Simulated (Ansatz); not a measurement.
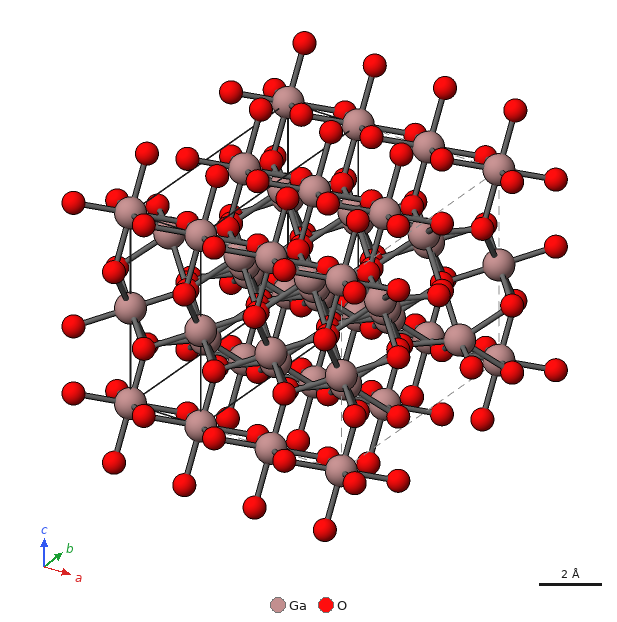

Ball-and-stick drawing of the structure, looking from a general direction. One conventional unit cell is drawn solid; the view covers 3×1×1 cells. Some atoms of the next cells are drawn as well.

Ga2O3, space group Cmcm (No. 63), a = 2.76 Å, b = 9.18 Å, c = 7.05 Å, α = 90.00°, β = 90.00°, γ = 90.00°.

Method: Ansatz, DFT LDA, scalar-relativistic, plane waves, PAW; cutoff 420 eV, k-points about 0.24 Å⁻¹ apart, Gaussian smearing of 0.02 eV, no spin polarisation.

### Classify it as metallic or gapped, with the value.

A semiconductor at this level, with a gap of 1.79 eV on the k-mesh (the true edges may lie between mesh points, so the gap can be somewhat smaller).

The starting point was a structure listed in the Materials Project. A relaxation with DFT LDA, scalar-relativistic, plane waves, PAW in Ansatz gave the geometry drawn.
